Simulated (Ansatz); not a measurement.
## Ta: single-point calculation

- system: Ta (slab, 6 atoms in the cell)
- method: DFT PBE, scalar-relativistic, plane waves, PAW, PAW set soft_1, no spin polarisation (Ansatz 0.2.0)

The structure derives from an entry of the Crystallography Open Database. Figures and captions count atoms from 1; the log counts them from 0 in places.

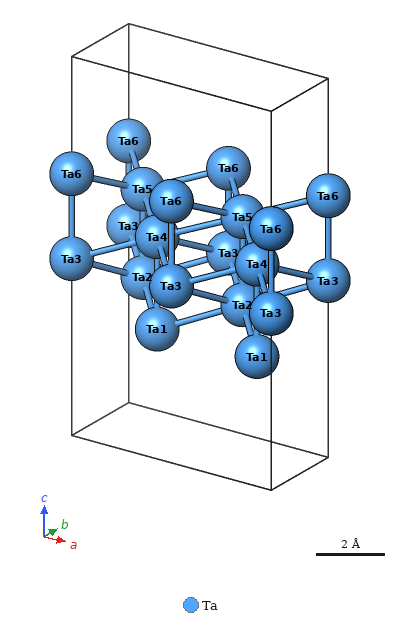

**Figure 1.** The input geometry (ball-and-stick view of the 2 × 1 repeat of the cell, with the vacuum cut short, seen slightly off an axis; atoms are numbered from 1 in the order of the input). An atom can appear more than once, as a periodic image.

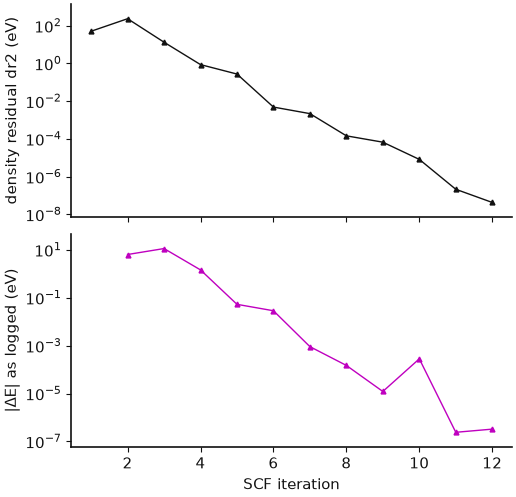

**Figure 2.** Convergence of the self-consistent field: density residual dr2 and size of the energy change against the SCF iteration. The residual comes down, with one marked jump up, by a factor of about 5, at step 2.

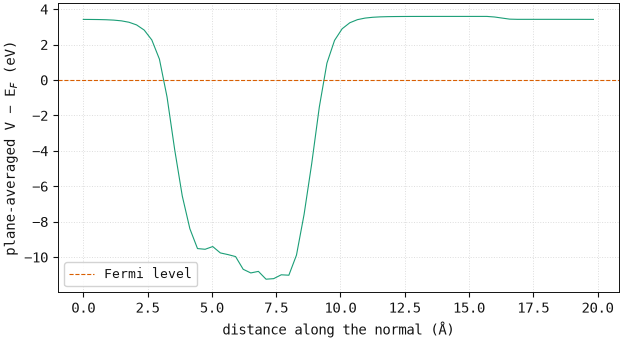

**Figure 3.** Plane average of the electrostatic potential energy of an electron across the cell, from the Fermi level. The vacuum level lies 3.59 eV above the Fermi level on the upper side and 3.43 eV on the lower.

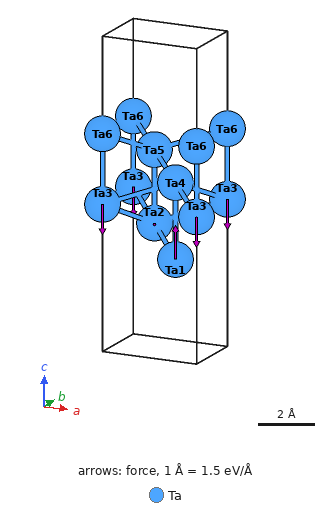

**Figure 4.** Forces on the atoms as pink arrows (ball-and-stick view of the cell of the calculation, with the vacuum cut short, seen slightly off an axis; atoms are numbered from 1 in the order of the input); the smallest are left out. The largest act on Ta1 (1.91 eV/Å); Ta3 (1.70 eV/Å). The geometry is not a stationary point of this energy.

The input and output of the run follow.

## Input file
```yaml
crystal:
  lattice:
    - [4.6937283341, 0.0, 0.0]
    - [-2.346864167, 4.0648879758, 0.0]
    - [0.0, 0.0, 19.9881921123]
  atoms:
    - { symbol: Ta, position: [0.6666666667, 0.3333333333, 0.2001181486] }
    - { symbol: Ta, position: [0.3333333333, 0.6666666667, 0.2480516124] }
    - { symbol: Ta, position: [0.0, 0.0, 0.2959850763] }
    - { symbol: Ta, position: [0.6666666667, 0.3333333333, 0.3401842451] }
    - { symbol: Ta, position: [0.3333333333, 0.6666666667, 0.3819724402] }
    - { symbol: Ta, position: [0.0, 0.0, 0.4246603227] }
basis:
  ecutwfc: 420
kpoints:
  mp_grid: { grid: [6, 6, 1] }
hamiltonian:
  xc: pbe
  pseudopotentials: { kind: paw, azcp: { folder: soft_1 } }
scf:
  occupations: { method: gaussian, width: 0.1 }
output:
  forces: true
  eigenvalues: true
efield:
  axis: 3
  dipole_correction: true
  ramp_width: 0.04
```

Launch command:
```bash
ansatz run input.yaml --threads 1 --pin off --max-ram 3072MiB --backend cpu --events-out ev --progress --plain --runs-dir out
```

## The program's output
```
Engine: ansatz 0.2.0, aarch64-unknown-linux-gnu
Pseudopotentials: kind: paw
Pseudopotential: Ta, paw, valence charge 13, recommended cutoff 420 eV (normal), [file]
Functional definition: PBE
  parameter kappa = 0.804
  parameter beta = 0.06672455060314922
  exchange = pbe_x(kappa = kappa, mu = beta*pi^2/3)
  correlation = pbe_c(beta = beta)
Crystal: 6 atoms, lattice volume = 381.364 Å³
Basis set: ecut = 420 eV, 7417 PW (Γ), exchange–correlation on 64×64×270 points (8 copies of the dense FFT grid, shifted against one another)
Bands: 47, of which v1, the nominal top of the filled ones, is band 39 counted from 1 (38 counted from 0)
Symmetry: 6 space group operations
Space group: P3m1 (ITA 156), of the structure as read, at distance tolerance 7.3e-5 Å
k-points: 7 of 36 (time reversal used)
Non-local potential: Ta, projectors of the file, l = 0: 3, l = 1: 2, l = 2: 2, l = 3: 1
PAW form: soft (Blöchl's): semilocal exchange-correlation on the pseudo side does not see the compensation charge
PAW one-centre angular grid: Ta, 590 points (default); XC on 64 Gauss nodes
Initial density: superposition of atomic densities (neutral atoms: chi_scale 0, normalization atom)
Initial wavefunctions: pseudopotential atomic-orbital guess
Functional: x = pbe(κ = 0.804, μ = 0.2195149727645171), c = pbe(β = 0.06672455060314922)
SCF iter   1: F=—  HF=-59599.024619 eV  |F-HF|=—  |Δ(HF+E_count)|=         —  Δρ=4.03e-2  dr2=5.07e1  ethr=3.10e-3  p=-0.000 e·Å  D=-3.27e-6 V/Å  ΔV_dip=0.00 eV  dr2_dipole=1.22e0  V_vac-E_F(+/−)=6.99/6.99 eV  ⟨swp⟩=8.9  Hψ=1610  notcnv=0
efield: sawtooth ramp at fractional position 0.7924 (placed from the atoms, in the widest stretch of the axis that holds none; the zero of the levels goes with the place), width 0.0400; the density the first Hamiltonian is built on has a dipole p = -0.000 e·Å; the dipole correction subtracts the counter field D = -3.27e-6 V/Å, which shifts the + side's vacuum level by +0.00 eV against the − side's; the planar-averaged density in the ramp window peaks in size at 2.2e-6 e/Å³
preconditioner: auto → LDOS  [metal: Δε(μ)=0.041 eV  Ē_g=4.108 eV  σ=0.100 eV  W_gap=0.22  n_scr=66 (ndim 8)  ℏωp=10.4 eV  f_vac=0.585  D(μ)=4.64/eV (n_scr^D=8)  β→1.0]
SCF iter   2: F=—  HF=-59605.394013 eV  |F-HF|=—  |Δ(HF+E_count)|=    6.37e0  Δρ=7.61e-2  dr2=2.34e2  ethr=3.10e-3  p=0.148 e·Å  D=7.04e-2 V/Å  ΔV_dip=-1.41 eV  dr2_dipole=6.67e0  V_vac-E_F(+/−)=-0.09/1.32 eV  ⟨swp⟩=13.3  Hψ=1868  notcnv=0  defer=12  recentre
SCF iter   3: F=—  HF=-59594.084165 eV  |F-HF|=—  |Δ(HF+E_count)|=    1.13e1  Δρ=2.00e-2  dr2=1.33e1  ethr=3.10e-3  p=0.033 e·Å  D=1.57e-2 V/Å  ΔV_dip=-0.31 eV  dr2_dipole=9.17e-2  V_vac-E_F(+/−)=5.37/5.67 eV  ⟨swp⟩=7.3  Hψ=1326  notcnv=0  defer=11
SCF iter   4: F=—  HF=-59592.633514 eV  |F-HF|=—  |Δ(HF+E_count)|=    1.45e0  Δρ=5.51e-3  dr2=8.64e-1  ethr=3.10e-3  p=-0.154 e·Å  D=-7.32e-2 V/Å  ΔV_dip=1.46 eV  dr2_dipole=2.10e-1  V_vac-E_F(+/−)=5.26/3.81 eV  ⟨swp⟩=5.0  Hψ=581  notcnv=0  defer=15
SCF iter   5: F=—  HF=-59592.580543 eV  |F-HF|=—  |Δ(HF+E_count)|=   5.30e-2  Δρ=3.02e-3  dr2=2.73e-1  ethr=1.11e-3  p=-0.095 e·Å  D=-4.53e-2 V/Å  ΔV_dip=0.91 eV  dr2_dipole=3.71e-5  V_vac-E_F(+/−)=4.83/3.93 eV  ⟨swp⟩=3.4  Hψ=470  notcnv=0  defer=12
SCF iter   6: F=—  HF=-59592.551990 eV  |F-HF|=—  |Δ(HF+E_count)|=   2.86e-2  Δρ=6.95e-4  dr2=4.85e-3  ethr=3.50e-4  p=-0.047 e·Å  D=-2.21e-2 V/Å  ΔV_dip=0.44 eV  dr2_dipole=8.15e-4  V_vac-E_F(+/−)=3.93/3.49 eV  ⟨swp⟩=2.0  Hψ=449  notcnv=0  defer=12
SCF iter   7: F=—  HF=-59592.552898 eV  |F-HF|=—  |Δ(HF+E_count)|=   9.08e-4  Δρ=3.66e-4  dr2=2.18e-3  ethr=6.21e-6  p=-0.020 e·Å  D=-9.68e-3 V/Å  ΔV_dip=0.19 eV  dr2_dipole=2.45e-4  V_vac-E_F(+/−)=3.65/3.45 eV  ⟨swp⟩=3.1  Hψ=545  notcnv=0  defer=12
SCF iter   8: F=—  HF=-59592.552749 eV  |F-HF|=—  |Δ(HF+E_count)|=   1.49e-4  Δρ=9.88e-5  dr2=1.45e-4  ethr=2.80e-6  p=-0.016 e·Å  D=-7.66e-3 V/Å  ΔV_dip=0.15 eV  dr2_dipole=2.44e-6  V_vac-E_F(+/−)=3.57/3.42 eV  ⟨swp⟩=2.0  Hψ=424  notcnv=0  defer=12
SCF iter   9: F=—  HF=-59592.552761 eV  |F-HF|=—  |Δ(HF+E_count)|=   1.22e-5  Δρ=4.99e-5  dr2=6.68e-5  ethr=1.87e-7  p=-0.017 e·Å  D=-7.84e-3 V/Å  ΔV_dip=0.16 eV  dr2_dipole=4.21e-6  V_vac-E_F(+/−)=3.58/3.42 eV  ⟨swp⟩=2.6  Hψ=488  notcnv=0  defer=12
SCF iter  10: F=—  HF=-59592.553041 eV  |F-HF|=—  |Δ(HF+E_count)|=   2.81e-4  Δρ=1.91e-5  dr2=8.17e-6  ethr=8.56e-8  p=-0.017 e·Å  D=-8.26e-3 V/Å  ΔV_dip=0.17 eV  dr2_dipole=3.72e-7  V_vac-E_F(+/−)=3.59/3.43 eV  ⟨swp⟩=2.1  Hψ=415  notcnv=0  defer=12
SCF iter  11: F=—  HF=-59592.553041 eV  |F-HF|=—  |Δ(HF+E_count)|=   2.41e-7  Δρ=4.42e-6  dr2=2.13e-7  ethr=1.05e-8  p=-0.018 e·Å  D=-8.31e-3 V/Å  ΔV_dip=0.17 eV  dr2_dipole=1.46e-10  V_vac-E_F(+/−)=3.59/3.42 eV  ⟨swp⟩=2.9  Hψ=471  notcnv=0  defer=12
SCF iter  12: F=-59592.553041 eV  HF=-59592.553041 eV  |F-HF|=1.33e-8  |Δ(HF+E_count)|=   3.27e-7  Δρ=1.77e-6  dr2=4.26e-8  ethr=1.28e-10  p=-0.018 e·Å  D=-8.32e-3 V/Å  ΔV_dip=0.17 eV  dr2_dipole=2.29e-9  V_vac-E_F(+/−)=3.59/3.42 eV  ⟨swp⟩=22.0  Hψ=1997  notcnv=0
SCF 1 converged in 12 iterations: F = -59592.553041 eV  dr2 = 4.26e-8
  greatest PAW one-centre occupation: 0.999 electrons in one spin orbital (limit 2), on the Ta atom at site 3 (counted from 0), in its partial waves of l = 0
SCF converged after 12 iterations
Free energy (F): -59592.553041 eV
Harris-Foulkes:  -59592.553041 eV  (|F-HF|=1.33e-8)
Internal energy: -59592.524461 eV  (E = F + TS)
E sigma→0 (E₀):  -59592.538751 eV
Entropy (-TS):   -0.028580 eV (-4.763 meV/atom)
Fermi energy:    2.882207 eV
Dipole field:    D = -0.008270 V/Å  (p = -0.017429 e·Å, saw-weighted, corrected)
Work function:   Φ+ = 3.5906 eV   Φ− = 3.4253 eV
Levels:          The Fermi level and band energies are counted from a zero that moves with the ramp; work functions are not
--- Per-component energies (eV) ---
  E_band       = -1863.781157
  E_kinetic    = 2353.734967
  E_local      = -54338.974600  (includes V_loc(G=0)·N_el)
  E_nonlocal   = -65.701711
  E_hartree    = 26097.445335
  E_xc         = -1919.489545
  E_vxc        = -1391.053134  (∫ρ·V_xc dr)
  E_paw        = -49826.725010  (= ΣΔE_a)
  E_vpaw       = -616.746192  (= ΣTr[D̂ρ^β])
  E_aug_tail   = 0.000555  (compensation charges beyond the density's cutoff)
  E_efield     = 0.000072  (sawtooth field / dipole correction)
  E_vefield    = 0.035893  (∫n·V_field dr)
  E_ewald      = 18107.185477
  E_smearing   = -0.028580  (= −TS)
  E_closure    = -0.000000  (closes the sum)
  Σ components = -59592.553041   (vs F -59592.553041, Δ=0.00e0)
--- Forces (eV/Å), atoms counted from 1 ---
  atom   1  Ta    -0.00000000    -0.00000000     1.90533929
  atom   2  Ta     0.00000000     0.00000000    -0.18582560
  atom   3  Ta    -0.00000000     0.00000000    -1.70326648
  atom   4  Ta     0.00000000    -0.00000000    -0.00697063
  atom   5  Ta    -0.00000000     0.00000000     0.01192778
  atom   6  Ta     0.00000000     0.00000000    -0.02134225
  max |Σ_I F_I| component: 1.38e-4 eV/Å
--- Band table (eV; the first three rows and the last of 7) ---
  k-point 0: bands = ["-65.0107", "-64.7177", "-64.5097", "-64.3631", "-64.1642", "-64.1039", "-31.7635", "-31.6628", "-31.4453", "-31.4453", "-31.3008", "-31.3008", "-31.2574", "-31.2574", "-31.0775", "-30.9430", "-30.9430", "-30.9296", "-30.6055", "-30.5115", "-30.5115", "-30.3906", "-30.3906", "-30.3556", "-4.1846", "-1.6153", "-0.4798", "-0.4798", "0.8783", "1.0516", "1.0516", "1.2745", "1.5793", "1.5793", "1.7902", "2.0567", "2.0567", "2.5662", "2.5662", "2.9372", "3.0933", "3.2130", "3.2130", "5.0873", "5.2169", "5.2169", "5.4118"]
  k-point 1: bands = ["-65.0104", "-64.7167", "-64.5068", "-64.3643", "-64.1660", "-64.1053", "-31.7708", "-31.6754", "-31.4818", "-31.4572", "-31.3728", "-31.3447", "-31.1852", "-31.1814", "-31.0878", "-30.9469", "-30.9119", "-30.8537", "-30.6203", "-30.5078", "-30.5077", "-30.4463", "-30.3900", "-30.3489", "-3.8073", "-1.4387", "-0.3742", "-0.2649", "0.3790", "0.5240", "1.0396", "1.1451", "1.4255", "1.6436", "2.0711", "2.1640", "2.1882", "2.6923", "2.7491", "3.0038", "3.2569", "3.3217", "3.6493", "4.7970", "4.9895", "5.0953", "5.2828"]
  k-point 2: bands = ["-65.0097", "-64.7148", "-64.5006", "-64.3669", "-64.1697", "-64.1081", "-31.7871", "-31.7047", "-31.5553", "-31.4432", "-31.4118", "-31.3323", "-31.2158", "-31.1368", "-31.0103", "-30.9340", "-30.8447", "-30.7943", "-30.6665", "-30.5499", "-30.5024", "-30.4735", "-30.3887", "-30.3359", "-2.7866", "-1.0672", "-0.5641", "-0.1739", "0.1496", "0.3325", "1.0751", "1.1523", "1.2081", "1.6360", "1.9714", "2.0932", "2.1977", "2.7424", "2.7802", "3.2794", "3.4574", "3.5938", "3.9122", "4.4282", "4.5302", "4.9971", "5.2790"]
  k-point 6: bands = ["-65.0092", "-64.7134", "-64.4957", "-64.3688", "-64.1728", "-64.1102", "-31.7926", "-31.7494", "-31.4884", "-31.4201", "-31.4109", "-31.3691", "-31.2238", "-31.1526", "-31.1332", "-30.8735", "-30.8580", "-30.7032", "-30.6720", "-30.5042", "-30.4949", "-30.4795", "-30.4407", "-30.3180", "-1.2232", "-1.1745", "-1.0718", "-0.2263", "0.0247", "0.0482", "1.2954", "1.4354", "1.7781", "2.0224", "2.0966", "2.1114", "2.3777", "2.7072", "2.7375", "2.8502", "2.8895", "3.2718", "4.1548", "4.1702", "4.2059", "4.4079", "4.8446"]
```

## Summary

- outcome: converged
- electrons treated: 78
- free energy: −59592.5530 eV
- work function, top face: 3.59 eV
- work function, bottom face: 3.43 eV
- Fermi energy: 2.882 eV
- gap on the k-point mesh: none (metallic)
- work function (upper face): 3.59 eV
- largest force (length of the vector): 1.905 eV/Å
- hardware: 1 thread of Arm Neoverse V2, 24 GiB of memory available, shared host
- wall time: 14 s
- peak memory: 0.46 GiB

## Notes

Spin–orbit coupling is left out, which matters for Ta.
